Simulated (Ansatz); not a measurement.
**Ti: single-point calculation**

The run: single-point calculation of Ti (Fm-3m, 1 atom in the cell). Method and program: DFT PBEsol, scalar-relativistic, plane waves, PAW, no spin polarisation (Ansatz 0.2.0).

The structure derives from an entry of the Crystallography Open Database.

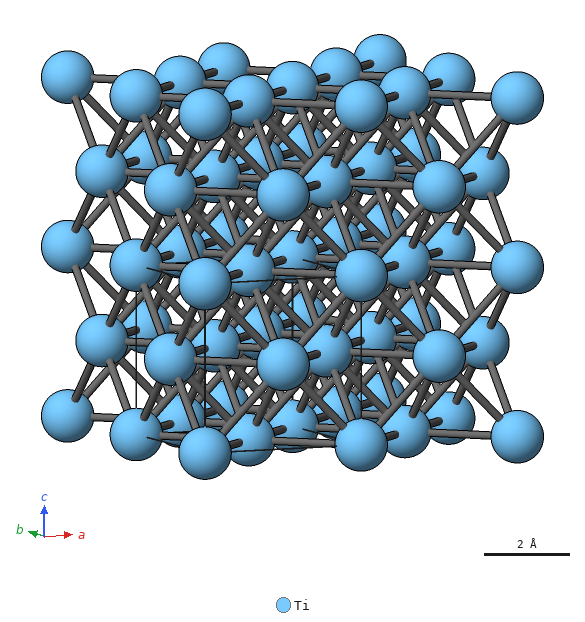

Fig. 1: The structure (ball-and-stick view of the cell 4 times as large as that of the calculation, set on its symmetry axes, repeated 2 × 2 × 2, seen slightly off an axis). An atom can appear more than once, as a periodic image. Near neighbours in the periodic cell (some may lie outside the picture): Ti has 12 Ti at 2.87 Å.

Summary:

```json
{"quantity": "outcome", "value": "converged"}
{"quantity": "space group (tolerance 0.01 Å)", "value": "Fm-3m (225)"}
{"quantity": "electrons treated", "value": "12"}
{"quantity": "free energy", "value": "−2473.8498 eV"}
{"quantity": "Fermi energy", "value": "13.787 eV"}
{"quantity": "gap on the k-point mesh", "value": "none (metallic)"}
{"quantity": "pressure", "value": "0.07 GPa"}
{"quantity": "largest force (length of the vector)", "value": "under 0.001 eV/Å"}
{"quantity": "hardware", "value": "2 threads of AMD EPYC (Zen 5), 32 GiB of memory available, shared host"}
{"quantity": "wall time", "value": "1.3 s (CPU time 2.4 s)"}
{"quantity": "peak memory", "value": "0.45 GiB"}
```

Input file:
```yaml
crystal:
  lattice:
    - [0.0, 2.0279211515, 2.0279211515]
    - [2.0279211515, 0.0, 2.0279211515]
    - [2.0279211515, 2.0279211515, 0.0]
  atoms:
    - { symbol: Ti, position: [0.0, 0.0, 0.0] }
basis:
  ecutwfc: 420
kpoints:
  mp_grid: { grid: [26, 26, 26] }
hamiltonian:
  xc: pbesol
scf:
  occupations: { method: gaussian, width: 0.15 }
output:
  forces: true
  stress: true
  eigenvalues: true
  write_density: true
  write_potential: true
  elf: true
  volumetric_format: npy
```

Launched with:
```bash
ansatz run input.yaml --threads 2 --pin off --max-ram 5120MiB --backend cpu --events-out ev --progress --plain --runs-dir out
```

Output:
```
Engine: ansatz 0.2.0, x86_64-unknown-linux-gnu
Pseudopotentials: kind: paw
Pseudopotential: Ti, paw, valence charge 12, recommended cutoff 420 eV (normal), Ti.paw.azcp
Functional definition: PBEsol
  exchange = pbesol_x
  correlation = pbesol_c
Crystal: 1 atoms, lattice volume = 16.680 Å³
Basis set: ecut = 420 eV, 331 PW (Γ), exchange–correlation on 40×40×40 points (8 copies of the dense FFT grid, shifted against one another)
Bands: 10, of which v1, the nominal top of the filled ones, is band 6 counted from 1 (5 counted from 0)
Symmetry: 48 space group operations
Space group: Fm-3m (ITA 225), of the structure as read, at distance tolerance 2.6e-5 Å
k-points: 511 of 17576
Non-local potential: Ti, projectors of the file, l = 0: 3, l = 1: 2, l = 2: 3, l = 3: 1
PAW form: soft (Blöchl's): semilocal exchange-correlation on the pseudo side does not see the compensation charge
PAW frozen core: Ti, regenerated for the run's functional, and the local potential with it (the file was generated under x = pbe(κ = 0.804, μ = 0.2195149727645171), c = pbe(β = 0.06672455060314922))
PAW one-centre angular grid: Ti, 590 points (default); XC on 64 Gauss nodes
Initial density: superposition of atomic densities (neutral atoms: chi_scale 0, normalization atom), corrected by the library's trained network
Initial wavefunctions: pseudopotential atomic-orbital guess
Functional: x = pbesol(κ = 0.804, μ = 0.12345679012345678), c = pbesol(β = 0.046)
SCF iter   1: F=—  HF=-2473.851642 eV  |F-HF|=—  |Δ(HF+E_count)|=         —  Δρ=6.74e-3  dr2=5.52e-3  ethr=1.77e-3  ⟨swp⟩=4.3  Hψ=26129  notcnv=0
preconditioner: auto → none  [metal: Δε(μ)=0.004 eV  Ē_g=4.336 eV  σ=0.150 eV  W_gap=0.02  n_scr=0 (ndim 8)  ℏωp=18.2 eV  f_vac=0.000  D(μ)=1.65/eV (n_scr^D=14)]
SCF iter   2: F=—  HF=-2473.849838 eV  |F-HF|=—  |Δ(HF+E_count)|=   1.80e-3  Δρ=2.09e-3  dr2=4.12e-4  ethr=4.60e-5  ⟨swp⟩=3.0  Hψ=13443  notcnv=0  defer=6
SCF iter   3: F=—  HF=-2473.849741 eV  |F-HF|=—  |Δ(HF+E_count)|=   9.70e-5  Δρ=1.01e-3  dr2=4.20e-5  ethr=3.44e-6  ⟨swp⟩=2.9  Hψ=8405  notcnv=0  defer=6
SCF iter   4: F=—  HF=-2473.849762 eV  |F-HF|=—  |Δ(HF+E_count)|=   2.07e-5  Δρ=8.47e-5  dr2=4.12e-7  ethr=3.50e-7  ⟨swp⟩=1.0  Hψ=5104  notcnv=0  defer=6
iter 5 did not close the SCF: its close was put off for the readings that it lacked (scf_convergence_deferred on its scf_iter line)
SCF iter   5: F=-2473.849762 eV  HF=-2473.849762 eV  |F-HF|=1.59e-9  |Δ(HF+E_count)|=   9.96e-8  Δρ=5.56e-6  dr2=3.60e-9  ethr=3.43e-9  ⟨swp⟩=2.1  Hψ=5867  notcnv=0  defer=6
SCF iter   6: F=-2473.849762 eV  HF=-2473.849762 eV  |F-HF|=5.00e-12  |Δ(HF+E_count)|=  3.36e-10  Δρ=3.34e-7  dr2=4.73e-12  ethr=3.00e-11  ⟨swp⟩=3.9  Hψ=22466  notcnv=0
SCF 1 converged in 6 iterations: F = -2473.849762 eV  dr2 = 4.73e-12
  greatest PAW one-centre occupation: 0.999 electrons in one spin orbital (limit 2), on the Ti atom at site 0 (counted from 0), in its partial waves of l = 0
```

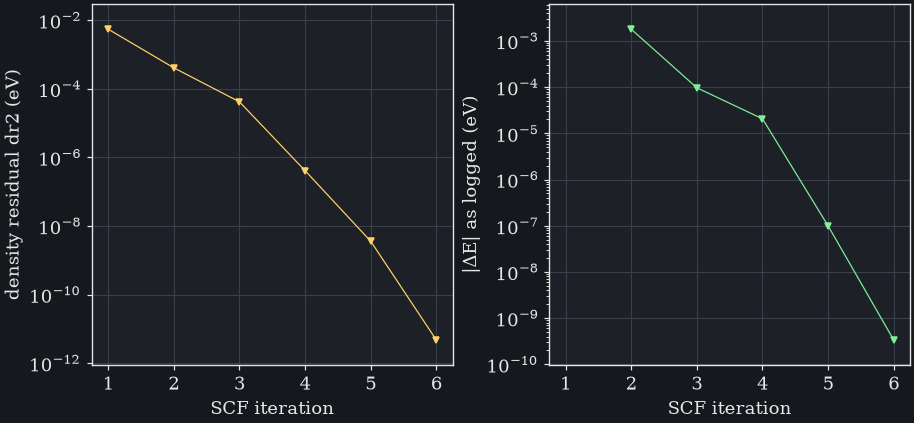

Fig. 2: Convergence of the self-consistent field: density residual dr2 and size of the energy change against the SCF iteration. The residual falls at every step.

```
SCF converged after 6 iterations
Free energy (F): -2473.849762 eV
Harris-Foulkes:  -2473.849762 eV  (|F-HF|=5.00e-12)
Internal energy: -2473.831110 eV  (E = F + TS)
E sigma→0 (E₀):  -2473.840436 eV
Entropy (-TS):   -0.018653 eV (-18.653 meV/atom)
Fermi energy:    13.786511 eV
--- Per-component energies (eV) ---
  E_band       = -149.161234
  E_kinetic    = 273.286347
  E_local      = -790.996949  (includes V_loc(G=0)·N_el)
  E_nonlocal   = 9.520895
  E_hartree    = 325.806519
  E_xc         = -96.938004
  E_vxc        = -121.823429  (∫ρ·V_xc dr)
  E_paw        = -1022.644285  (= ΣΔE_a)
  E_vpaw       = -170.761240  (= ΣTr[D̂ρ^β])
  E_aug_tail   = 0.000110  (compensation charges beyond the density's cutoff)
  E_ewald      = -1172.005125
  E_core_change = 0.139384  (= ΣΔE_core)
  E_smearing   = -0.018653  (= −TS)
  E_closure    = 0.000000  (closes the sum)
  Σ components = -2473.849762   (vs F -2473.849762, Δ=0.00e0)
--- Forces (eV/Å), atoms counted from 1 ---
  atom   1  Ti    -0.00000000    -0.00000000     0.00000000
  max |Σ_I F_I| component: 7.40e-32 eV/Å
--- Stress (GPa, compression-positive) ---
        0.071899       0.000000       0.000000
       -0.000000       0.071899       0.000000
        0.000000       0.000000       0.071899
  P = ⅓ Tr σ = 0.0719 GPa (0.719 kbar)
--- Band table (eV; the first three rows and the last of 511) ---
  k-point 0: bands = ["-42.5783", "-18.4987", "-18.4987", "-18.4987", "7.6198", "14.6916", "14.6916", "14.6916", "16.4158", "16.4158"]
  k-point 1: bands = ["-42.5762", "-18.5105", "-18.5002", "-18.5002", "7.6698", "14.6594", "14.7105", "14.7105", "16.4030", "16.4030"]
  k-point 2: bands = ["-42.5699", "-18.5451", "-18.5044", "-18.5044", "7.8180", "14.5672", "14.7638", "14.7638", "16.3690", "16.3690"]
  k-point 510: bands = ["-42.3815", "-19.0269", "-18.9724", "-18.7824", "12.1383", "13.1840", "13.6127", "16.0393", "17.8783", "22.1434"]
```

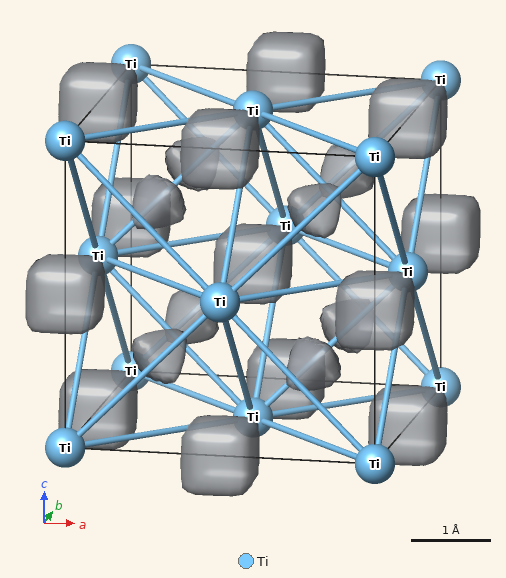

Fig. 3: Isosurface of the electron localisation function at 0.55 (grey), seen slightly off an axis. Core shells and regions of very low density are left out. Sticks mark near contacts. The outline is the cell set on symmetry axes. Profiles from the grid: Ti–Ti (2.87 Å): the ELF is about 0.20 at the midpoint; no shared electron pair. The fields are those of the smooth PAW valence density.

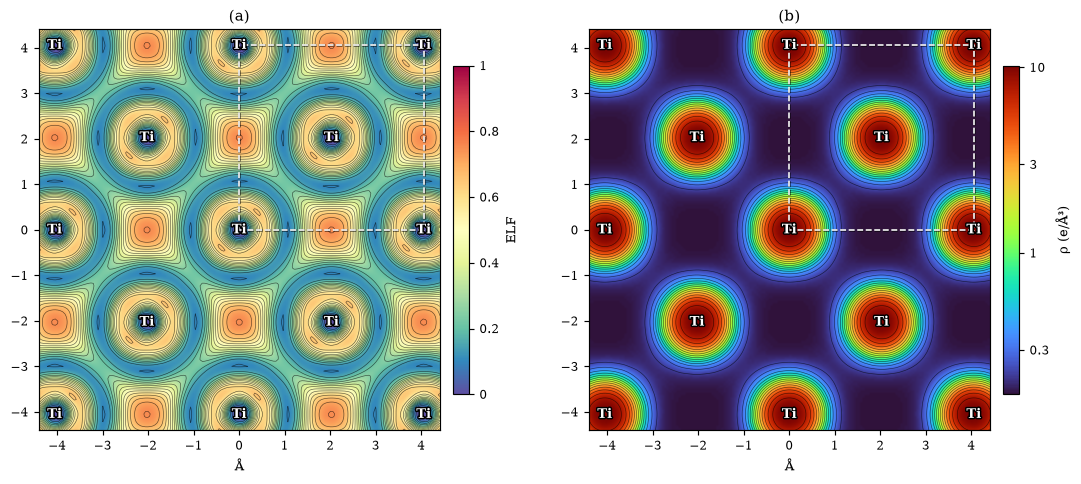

Fig. 4: (a) ELF; (b) valence pseudo-density on the (010) plane of the conventional cell. Atoms in the plane: Ti. Ti–Ti (2.87 Å): ρ is about 0.2 e/Å³ halfway; the ELF is about 0.20 at the midpoint (no shared electron pair). Away from the nuclei the density in this plane falls to 0.17 e/Å³ at its lowest.  The strong features right at Ti lie inside the PAW spheres (semicore, d or f shells) and say nothing about bonding.
